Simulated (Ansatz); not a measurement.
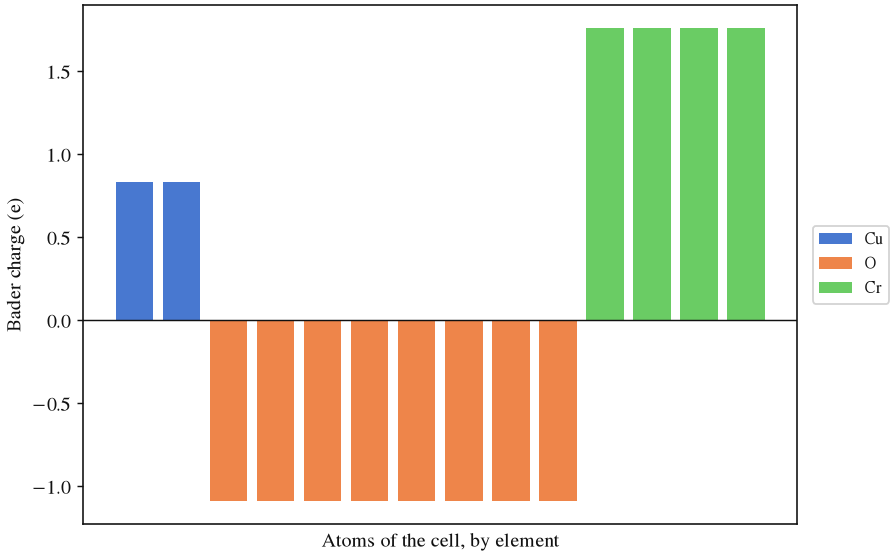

Bader charges of the atoms (positive: electrons lost). System: Cr$_{2}$CuO$_{4}$, space group I4_1/amd (No. 141), 14 atoms in the cell. Ansatz; DFT with PBEsol, PAW plane waves, Ueff = 3.22 eV on Cr d; Ueff = 5.47 eV on Cu d, no spin polarisation, 6×6×6 k mesh, cold smearing of 0.014 eV.

The Bader charges are Cr +1.76 e, Cu +0.83 e and O −1.09 e. Summed over the cell, Cr gives up most (7.0 e) and O takes most (8.7 e).

The atoms aren't at rest in this cell (largest force 1.5 eV/Å), so the relaxed material can differ. The cell is at −11 GPa in this functional.
